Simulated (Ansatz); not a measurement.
# Geometry relaxation, with input and output: GaSb₂ (part 1 of 2)

- system: GaSb₂ (P6₃/mmc, 6 atoms in the cell)
- method: DFT PBE, scalar-relativistic, plane waves, PAW, no spin polarisation (Ansatz 0.2.0)

The structure was made by swapping elements on the sites of another compound; it need not be a known phase. It belongs to a series of runs on one base structure; here: 2H molybdenite type (P6_3/mmc, No. 194). Figures and captions count atoms from 1; the log counts them from 0 in places.

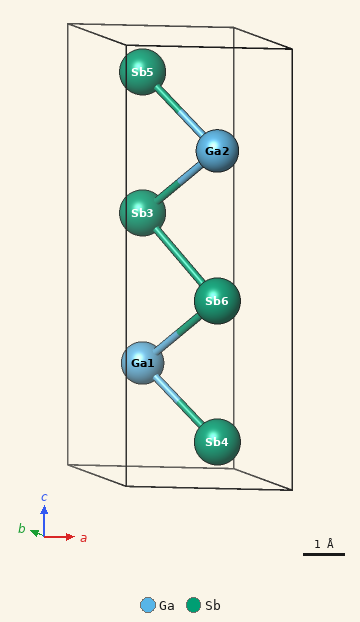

The input geometry (ball-and-stick view of the cell of the calculation, seen slightly off an axis; atoms are numbered from 1 in the order of the input). Near neighbours in the crystal (not all of them lie inside the picture): Ga has 6 Sb at 2.98 Å; Sb has 3 Ga at 2.98 Å and 3 Sb at 3.11 Å.

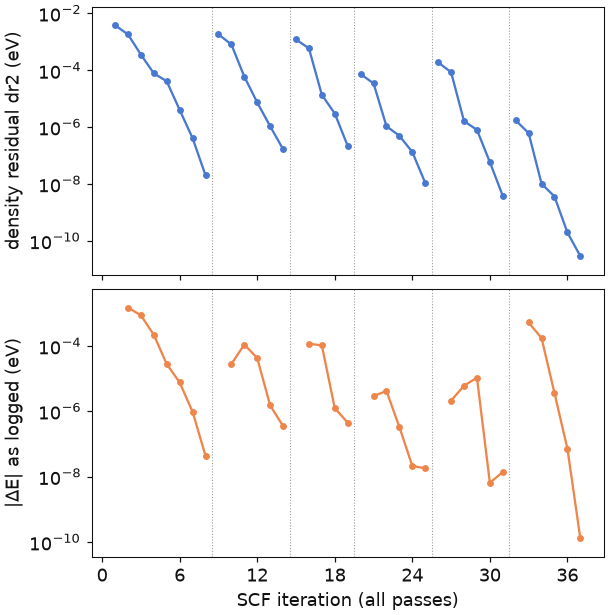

Convergence of the self-consistent field: density residual dr2 and size of the energy change against the SCF iteration. The dotted lines part the SCF passes of the relaxation: geometry steps, rejected trials and re-solves on a re-selected basis. The 6 passes take 5 to 8 iterations each, 37 in all.

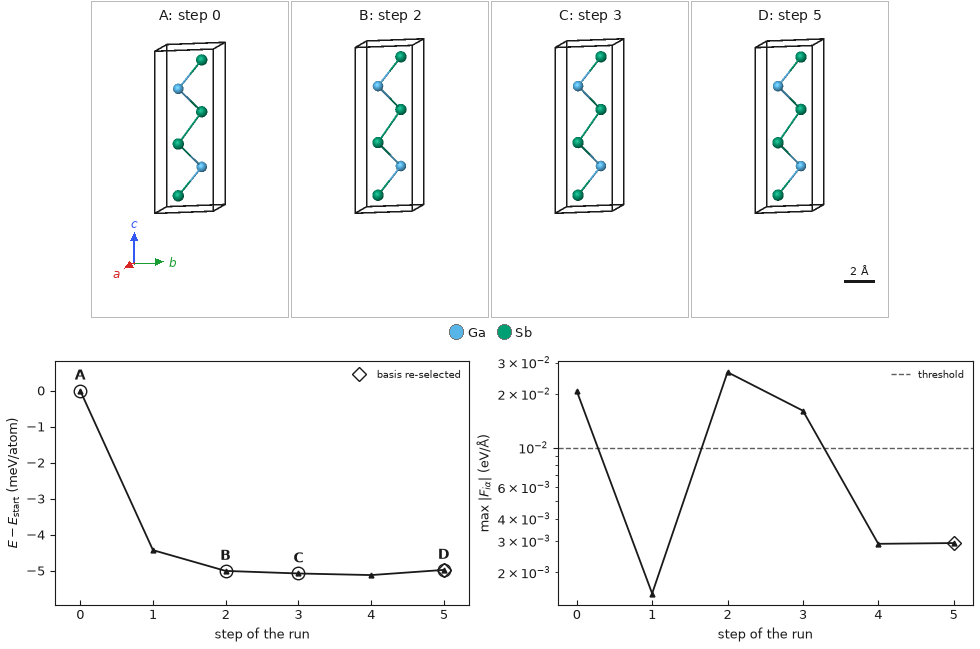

Frames of the relaxation (ball-and-stick view of the cell of the calculation, seen slightly off an axis) above the curves, on which the letters mark them (the first geometry is step 0 here and step 1 in the log).

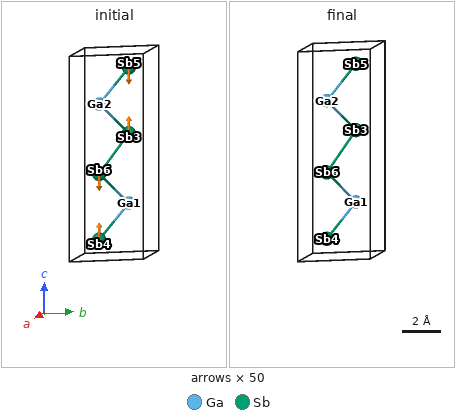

Before (left) and after (right) the relaxation, at one scale (ball-and-stick view of the cell of the calculation, seen slightly off an axis). The orange arrows give the displacements (without the part carried along by the change of the cell), magnified 50 times. The energy falls by 5.1 meV per atom in 4 geometry steps. Largest force component: 0.021 eV/Å at the start, 0.0029 eV/Å at the end. Pressure: −0.04 GPa at the start and 0.00 GPa at the end. The largest moves relative to the cell, 0.019 Å, are those of Sb3, Sb4, Sb5 and Sb6. Ga stays in place. The drawn cell changes as follows: a = b 4.160 → 4.071 Å (−2.1 %), c 11.000 → 11.235 Å (+2.1 %); the volume changes by −2.2 %. Distances before and after: Ga1–Sb4 2.976 → 2.946 Å, Sb3–Sb6 3.115 → 3.127 Å. Among the angles that change: Ga2–Sb5–Sb4 75.8° → 78.4°, Sb4–Sb5–Sb4 83.8° → 81.2°. The space group stays P6_3/mmc (No. 194). A last SCF at the same geometry on a re-selected plane-wave basis shifts the energy by +0.1 meV per atom. (Atoms are counted from 1 in the order of the input.)

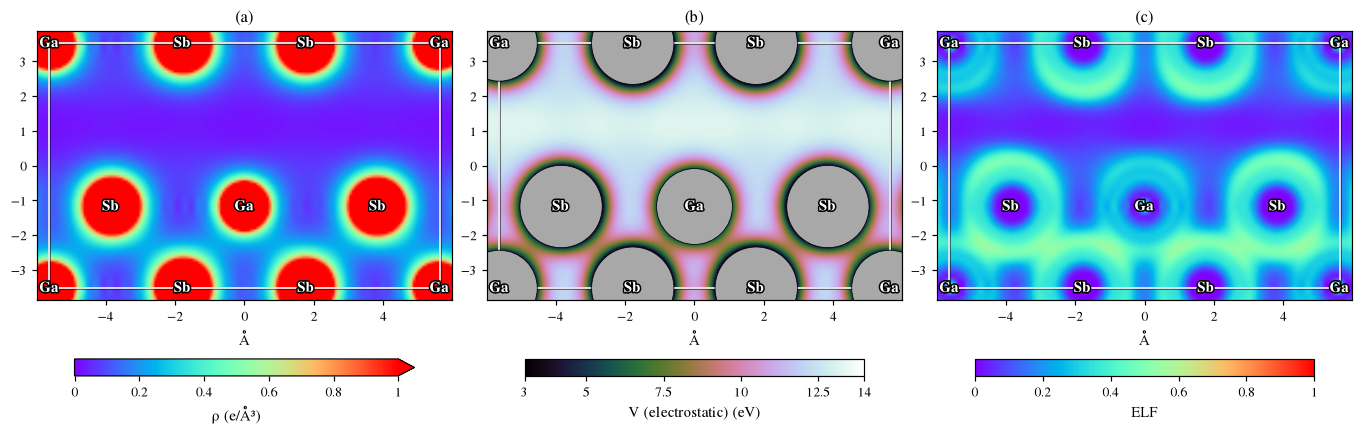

(a) valence electron density; (b) electrostatic potential energy of an electron; (c) ELF on the (110) plane of the conventional cell. Grey discs, where drawn, cover atomic cores. Ga–Sb (2.95 Å): the density is about 0.25 e/Å³ at the midpoint; the ELF is about 0.55 at the midpoint, which marks nearly free electrons, as in a simple metal. Sb–Sb (3.13 Å): the density is about 0.24 e/Å³ at the midpoint; the ELF is about 0.55 at the midpoint, which marks nearly free electrons, as in a simple metal. Away from the nuclei the density in this plane falls to 0.02 e/Å³ at its lowest. The strong features right at Ga lie inside the PAW spheres (semicore, d or f shells) and say nothing about bonding. Outside the cores the potential energy rises away from the atoms and is highest about 2.4 Å from the nearest atoms; outside the discs it spans about 10 eV, and its zero is arbitrary. Core electrons are frozen (PAW), so the fields are smoothed inside the atomic spheres.

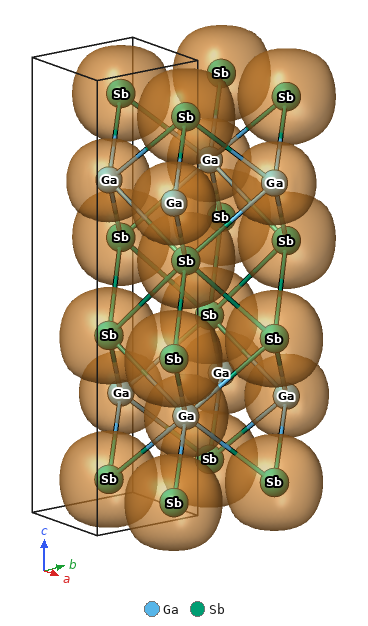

Isosurface of the valence charge density (pseudo) at 0.3 e/Å³ (orange), seen slightly off an axis. Sticks mark near contacts. The outline is the cell set on symmetry axes. At this value the density breaks into separate islands; it holds about 80 % of the electrons treated as valence (semicore included). It is pinched off along the Ga–Sb (2.95 Å) and Sb–Sb (3.13 Å) contacts. On the grid the lowest density along these lines, outside the cores, is 0.24 e/Å³ (Ga–Sb, 2.95 Å) and 0.24 e/Å³ (Sb–Sb, 3.13 Å).

The input and output of the run follow.

Input
```yaml
crystal:
  lattice:
    - [4.1597421214, 0.0, 0.0]
    - [-2.0798710607, 3.6024423503, 0.0]
    - [0.0, 0.0, 11.0003449797]
  atoms:
    - { symbol: Ga, position: [0.3333333333, 0.6666666667, 0.25] }
    - { symbol: Ga, position: [0.6666666667, 0.3333333333, 0.75] }
    - { symbol: Sb, position: [0.3333333333, 0.6666666667, 0.5901617178] }
    - { symbol: Sb, position: [0.6666666667, 0.3333333333, 0.0901617178] }
    - { symbol: Sb, position: [0.3333333333, 0.6666666667, 0.9098382822] }
    - { symbol: Sb, position: [0.6666666667, 0.3333333333, 0.4098382822] }
basis:
  ecutwfc: 420
kpoints:
  mp_grid: { grid: [12, 12, 4] }
hamiltonian:
  xc: pbe
scf:
  occupations: { method: gaussian, width: 0.1 }
output:
  forces: true
  stress: true
  eigenvalues: true
  write_density: true
  write_potential: true
  elf: true
  volumetric_format: npy
relax:
  adjacent_minimum: "off"
  f_tol: 0.01
  max_steps: 80
  cell: { stress_tol: 0.05 }
```

Run as:
```bash
ansatz run input.yaml --threads 1 --pin off --max-ram 2560MiB --backend cpu --events-out ev --progress --plain --runs-dir out
```

What the program printed
```
Engine: ansatz 0.2.0, x86_64-unknown-linux-gnu
Pseudopotentials: kind: paw
Pseudopotential: Ga, paw, valence charge 13, recommended cutoff 420 eV (normal), Ga.paw.azcp
Pseudopotential: Sb, paw, valence charge 15, recommended cutoff 420 eV (normal), Sb.paw.azcp
Functional definition: PBE
  parameter kappa = 0.804
  parameter beta = 0.06672455060314922
  exchange = pbe_x(kappa = kappa, mu = beta*pi^2/3)
  correlation = pbe_c(beta = beta)
Crystal: 6 atoms, lattice volume = 164.843 Å³
Basis set: ecut = 420 eV, 3151 PW (Γ), exchange–correlation on 60×60×150 points (8 copies of the dense FFT grid, shifted against one another)
Bands: 52, of which v1, the nominal top of the filled ones, is band 43 counted from 1 (42 counted from 0)
Symmetry: 24 space group operations
Space group: P63/mmc (ITA 194), of the structure as read, at distance tolerance 5.5e-5 Å
k-points: 57 of 576
Non-local potential: Ga, projectors of the file, l = 0: 2, l = 1: 2, l = 2: 3, l = 3: 1
Non-local potential: Sb, projectors of the file, l = 0: 2, l = 1: 2, l = 2: 2, l = 3: 2
PAW form: soft (Blöchl's): semilocal exchange-correlation on the pseudo side does not see the compensation charge
PAW one-centre angular grid: Ga, 590 points (default); XC on 64 Gauss nodes
PAW one-centre angular grid: Sb, 590 points (default); XC on 64 Gauss nodes
Initial density: superposition of atomic densities (neutral atoms: chi_scale 0, normalization atom), corrected by the library's trained network
Initial wavefunctions: pseudopotential atomic-orbital guess
Functional: x = pbe(κ = 0.804, μ = 0.2195149727645171), c = pbe(β = 0.06672455060314922)
SCF iter   1: F=—  HF=-33503.215706 eV  |F-HF|=—  |Δ(HF+E_count)|=         —  Δρ=1.68e-3  dr2=3.81e-3  ethr=1.77e-3  ⟨swp⟩=8.1  Hψ=11658  notcnv=0  defer=8
preconditioner: auto → Kerker (q_TF=auto, 2.448 Å⁻¹)  [metal: Δε(μ)=0.017 eV  Ē_g=11.963 eV  σ=0.100 eV  W_gap=0.09  n_scr=50 (ndim 8)  ℏωp=19.6 eV  f_vac=0.005  D(μ)=3.44/eV (n_scr^D=24)]
SCF iter   2: F=—  HF=-33503.214228 eV  |F-HF|=—  |Δ(HF+E_count)|=   1.48e-3  Δρ=1.16e-3  dr2=1.82e-3  ethr=4.43e-6  ⟨swp⟩=2.0  Hψ=5859  notcnv=0  defer=8
SCF iter   3: F=—  HF=-33503.215087 eV  |F-HF|=—  |Δ(HF+E_count)|=   8.59e-4  Δρ=4.30e-4  dr2=3.55e-4  ethr=2.11e-6  ⟨swp⟩=2.0  Hψ=5206  notcnv=0  defer=8
SCF iter   4: F=—  HF=-33503.215303 eV  |F-HF|=—  |Δ(HF+E_count)|=   2.16e-4  Δρ=2.42e-4  dr2=7.78e-5  ethr=4.13e-7  ⟨swp⟩=2.0  Hψ=4090  notcnv=0  defer=8
SCF iter   5: F=—  HF=-33503.215275 eV  |F-HF|=—  |Δ(HF+E_count)|=   2.77e-5  Δρ=1.68e-4  dr2=4.10e-5  ethr=9.05e-8  ⟨swp⟩=2.5  Hψ=5195  notcnv=0  defer=8
SCF iter   6: F=—  HF=-33503.215267 eV  |F-HF|=—  |Δ(HF+E_count)|=   7.61e-6  Δρ=3.13e-5  dr2=4.02e-6  ethr=4.76e-8  ⟨swp⟩=2.0  Hψ=5220  notcnv=0  defer=8
SCF iter   7: F=—  HF=-33503.215268 eV  |F-HF|=—  |Δ(HF+E_count)|=   9.62e-7  Δρ=2.06e-5  dr2=4.11e-7  ethr=4.67e-9  ⟨swp⟩=2.1  Hψ=3596  notcnv=0  defer=8
SCF iter   8: F=-33503.215268 eV  HF=-33503.215268 eV  |F-HF|=7.92e-9  |Δ(HF+E_count)|=   4.37e-8  Δρ=3.50e-6  dr2=2.03e-8  ethr=1.16e-10  ⟨swp⟩=14.0  Hψ=21531  notcnv=0
SCF 1 converged in 8 iterations: F = -33503.215268 eV  dr2 = 2.03e-8
  greatest PAW one-centre occupation: 0.996 electrons in one spin orbital (limit 2), on the Sb atom at site 4 (counted from 0), in its partial waves of l = 2
relax step   1: F+E_penalty+E_count = -33503.21526813 eV  Δ(F+E_penalty+E_count) = +0.000e0 eV  max|allowed force component| = 2.077e-2 eV/Å  Δτ_max = 0.0000 Å  P = -0.036 GPa  Ω = 164.843 Å³  (8 SCF iters, dr2 threshold 1.00e-7 eV, accepted)
Crystal: 6 atoms, lattice volume = 163.474 Å³
Basis set: ecut = 420 eV, 3157 PW (Γ), exchange–correlation on 60×60×150 points (8 copies of the dense FFT grid, shifted against one another)
Initial density: handed on by an earlier stage of this run
Initial wavefunctions: those handed on with the density
iter 1 solved again at ethr=2.38e-6 eV; its pass at ethr=3.10e-3 eV (dr2=2.05e-3 eV) is discarded
SCF iter   1: F=—  HF=-33503.241734 eV  |F-HF|=—  |Δ(HF+E_count)|=         —  Δρ=1.29e-3  dr2=1.83e-3  ethr=2.38e-6  ⟨swp⟩=2.3  Hψ=16249  notcnv=0
preconditioner: auto → Kerker (q_TF=auto, 2.451 Å⁻¹)  [metal: Δε(μ)=0.004 eV  Ē_g=11.968 eV  σ=0.100 eV  W_gap=0.03  n_scr=50 (ndim 8)  ℏωp=19.7 eV  f_vac=0.002  D(μ)=3.50/eV (n_scr^D=24)]
SCF iter   2: F=—  HF=-33503.241762 eV  |F-HF|=—  |Δ(HF+E_count)|=   2.78e-5  Δρ=8.45e-4  dr2=8.09e-4  ethr=2.13e-6  ⟨swp⟩=1.0  Hψ=2964  notcnv=0
SCF iter   3: F=—  HF=-33503.241873 eV  |F-HF|=—  |Δ(HF+E_count)|=   1.10e-4  Δρ=2.11e-4  dr2=6.01e-5  ethr=9.40e-7  ⟨swp⟩=2.0  Hψ=3707  notcnv=0
SCF iter   4: F=—  HF=-33503.241830 eV  |F-HF|=—  |Δ(HF+E_count)|=   4.24e-5  Δρ=6.73e-5  dr2=7.39e-6  ethr=6.99e-8  ⟨swp⟩=2.0  Hψ=4268  notcnv=0
SCF iter   5: F=—  HF=-33503.241832 eV  |F-HF|=—  |Δ(HF+E_count)|=   1.51e-6  Δρ=1.87e-5  dr2=1.08e-6  ethr=8.59e-9  ⟨swp⟩=2.0  Hψ=4067  notcnv=0
SCF iter   6: F=-33503.241832 eV  HF=-33503.241832 eV  |F-HF|=5.36e-8  |Δ(HF+E_count)|=   3.55e-7  Δρ=7.11e-6  dr2=1.68e-7  ethr=6.98e-10  ⟨swp⟩=11.2  Hψ=21504  notcnv=0
SCF 2 converged in 6 iterations: F = -33503.241832 eV  dr2 = 1.68e-7
relax step   2: F+E_penalty+E_count = -33503.24183210 eV  Δ(F+E_penalty+E_count) = -2.656e-2 eV  max|allowed force component| = 1.525e-3 eV/Å  Δτ_max = 0.0057 Å  P = -0.529 GPa  Ω = 163.474 Å³  energy of the carried Pulay correction = +2.975e-4 eV  (6 SCF iters, dr2 threshold 6.00e-7 eV, accepted)
Crystal: 6 atoms, lattice volume = 160.594 Å³
Basis set: ecut = 420 eV, 3121 PW (Γ), exchange–correlation on 60×60×150 points (8 copies of the dense FFT grid, shifted against one another)
iter 1 solved again at ethr=1.38e-6 eV; its pass at ethr=3.10e-3 eV (dr2=1.18e-3 eV) is discarded
SCF iter   1: F=—  HF=-33503.245511 eV  |F-HF|=—  |Δ(HF+E_count)|=         —  Δρ=5.66e-4  dr2=1.21e-3  ethr=1.38e-6  ⟨swp⟩=1.5  Hψ=14984  notcnv=0
preconditioner: auto → Kerker (q_TF=auto, 2.459 Å⁻¹)  [metal: Δε(μ)=0.017 eV  Ē_g=12.048 eV  σ=0.100 eV  W_gap=0.09  n_scr=50 (ndim 8)  ℏωp=19.9 eV  f_vac=0.001  D(μ)=3.39/eV (n_scr^D=24)]
SCF iter   2: F=—  HF=-33503.245394 eV  |F-HF|=—  |Δ(HF+E_count)|=   1.17e-4  Δρ=3.78e-4  dr2=5.89e-4  ethr=1.38e-6  ⟨swp⟩=1.0  Hψ=2964  notcnv=0
SCF iter   3: F=—  HF=-33503.245292 eV  |F-HF|=—  |Δ(HF+E_count)|=   1.03e-4  Δρ=6.60e-5  dr2=1.37e-5  ethr=6.85e-7  ⟨swp⟩=2.0  Hψ=3408  notcnv=0
SCF iter   4: F=—  HF=-33503.245293 eV  |F-HF|=—  |Δ(HF+E_count)|=   1.25e-6  Δρ=2.95e-5  dr2=3.02e-6  ethr=1.60e-8  ⟨swp⟩=2.0  Hψ=3530  notcnv=0
SCF iter   5: F=-33503.245293 eV  HF=-33503.245293 eV  |F-HF|=1.55e-7  |Δ(HF+E_count)|=   4.51e-7  Δρ=9.44e-6  dr2=2.20e-7  ethr=6.98e-10  ⟨swp⟩=8.9  Hψ=23116  notcnv=0
SCF 3 converged in 5 iterations: F = -33503.245293 eV  dr2 = 2.20e-7
relax step   3: F+E_penalty+E_count = -33503.24529322 eV  Δ(F+E_penalty+E_count) = -3.461e-3 eV  max|allowed force component| = 2.649e-2 eV/Å  Δτ_max = 0.0041 Å  P = +0.215 GPa  Ω = 160.594 Å³  energy of the carried Pulay correction = +9.319e-4 eV  (5 SCF iters, dr2 threshold 6.00e-7 eV, accepted)
Crystal: 6 atoms, lattice volume = 161.412 Å³
iter 1 solved again at ethr=1.08e-7 eV; its pass at ethr=3.10e-3 eV (dr2=9.27e-5 eV) is discarded
```
